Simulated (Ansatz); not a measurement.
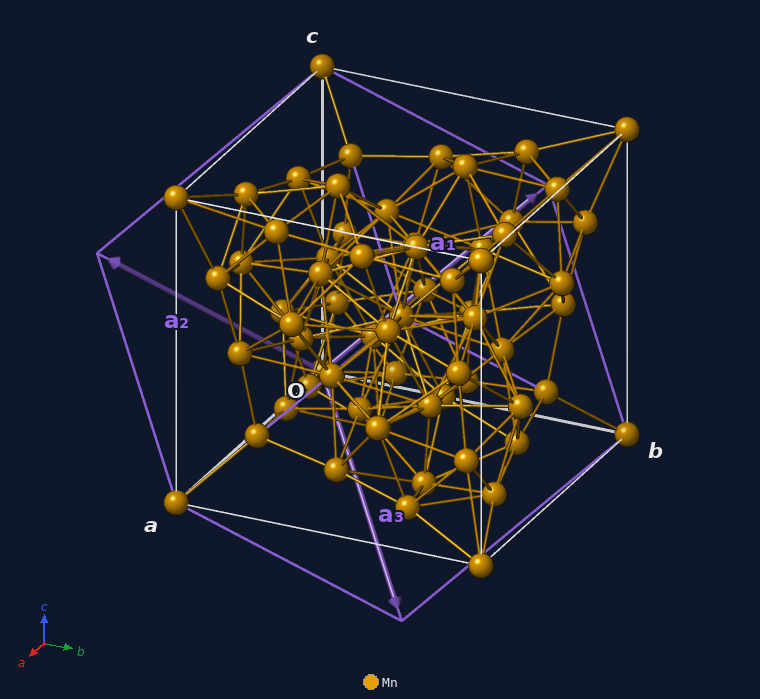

For Mn, the input geometry of an electronic-structure calculation (not necessarily at equilibrium): the conventional cell (thin) and a primitive cell (coloured, vectors a₁, a₂, a₃). Geometry calculated from the standardised cell; symmetry tolerance 0.002 Å.

a = 8.866 Å, b = 8.866 Å, c = 8.866 Å, α = 90.00°, β = 90.00°, γ = 90.00°.

What is the centring, and how are the primitive vectors built?

Answer. I, body-centred cubic, with lattice points at (0, 0, 0), (1/2, 1/2, 1/2). a₁ = −1/2 a + 1/2 b + 1/2 c; a₂ = 1/2 a − 1/2 b + 1/2 c; a₃ = 1/2 a + 1/2 b − 1/2 c.

Give the primitive cell's size and content.

Answer. Edges 7.679, 7.679, 7.679 Å; angles 109.47°, 109.47°, 109.47°; volume 348.51 Å³, 1/2 of the conventional cell; 29 of its 58 atoms.
